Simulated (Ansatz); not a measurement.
```xyz
10

C     0.6770   -0.8447    0.2867
C    -0.5759   -1.1867    1.0738
O     0.4074   -0.7964   -1.0923
O    -1.5302   -0.1842    0.7587
H    -0.3930   -0.2562   -1.1768
H     1.0786    0.1198    0.6631
H     1.4482   -1.6134    0.4587
H    -0.9329   -2.1890    0.7669
H    -0.3509   -1.2174    2.1590
H    -2.4029   -0.4768    1.0463
```

Geometry: B3LYP-D3(BJ)/def2-SVP.

These are results of isolated molecule in a Gaussian basis; Kohn-Sham density functional theory, functional PBE0 (Ansatz 0.2.0), not measurements.

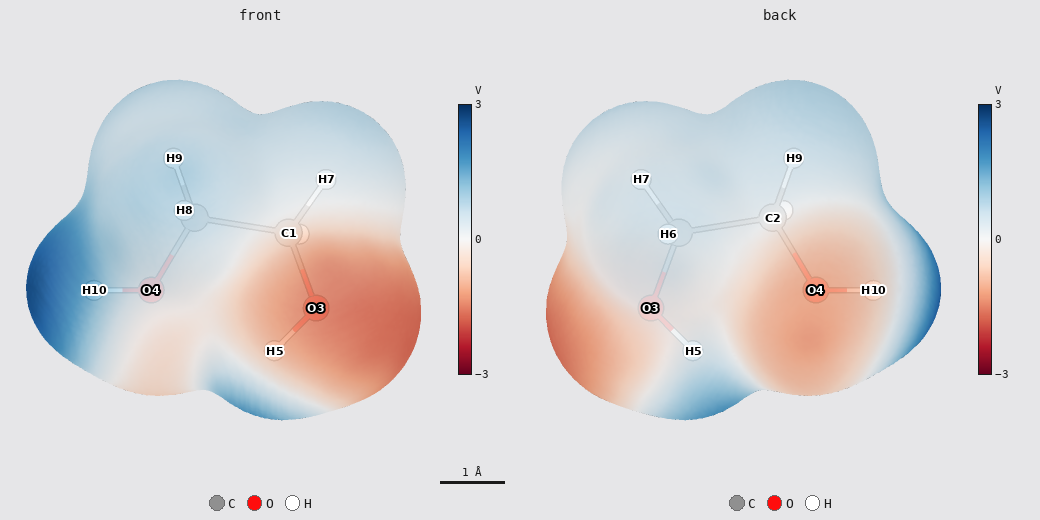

C2H6O2 (SMILES OCCO). The molecular electrostatic potential painted on the density surface at 0.002 e/bohr³, seen from the front and from behind; red is negative and blue positive.

> Which sites attract a positive test charge, and which a negative one?

A positive charge is drawn to the negative regions and a negative charge to the positive ones. The most negative region (about −1.7 V) lies over O3, the most positive (about +2.6 V) over H10. O3 is the likeliest acceptor of a hydrogen bond.
